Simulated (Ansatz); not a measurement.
Start from this file.

```cif
data_structure
_symmetry_space_group_name_H-M 'P 6/m m m'
_symmetry_Int_Tables_number 191
_cell_length_a 2.5775
_cell_length_b 2.5775
_cell_length_c 2.4998
_cell_angle_alpha 90.000
_cell_angle_beta 90.000
_cell_angle_gamma 120.000
_cell_volume 14.38
loop_
_atom_site_label
_atom_site_type_symbol
_atom_site_symmetry_multiplicity
_atom_site_Wyckoff_symbol
_atom_site_fract_x
_atom_site_fract_y
_atom_site_fract_z
_atom_site_occupancy
Si1 Si 1 a 0.00000 0.00000 0.00000 1
```

> What would you see if this were drawn?

The element is silicon. It is primitive hexagonal, space group P6/mmm (No. 191). Prototype: simple hexagonal. The cell holds one atom. Counting atoms within bonding range gives coordination numbers of Si 8.

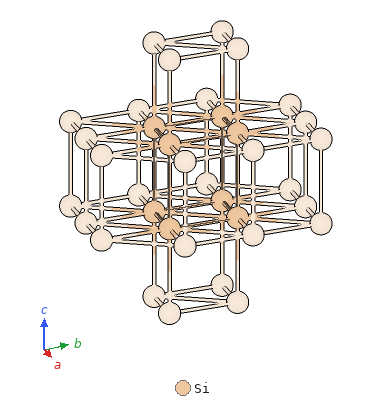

View slightly off an axis, drawn as a ball-and-stick model. The edges of the conventional unit cell are marked. Atoms outside the box are added where they are bonded to one inside, in fainter colours. Colours: silicon light orange.

The structure was taken from a structure listed in the Materials Project. The cell was then strained or its atoms displaced on purpose. It was run through Ansatz as a DFT input.

At this level of theory the cell isn't at rest (compressed, at 6 GPa), so its distances can differ from those at equilibrium, the more so the softer the solid.
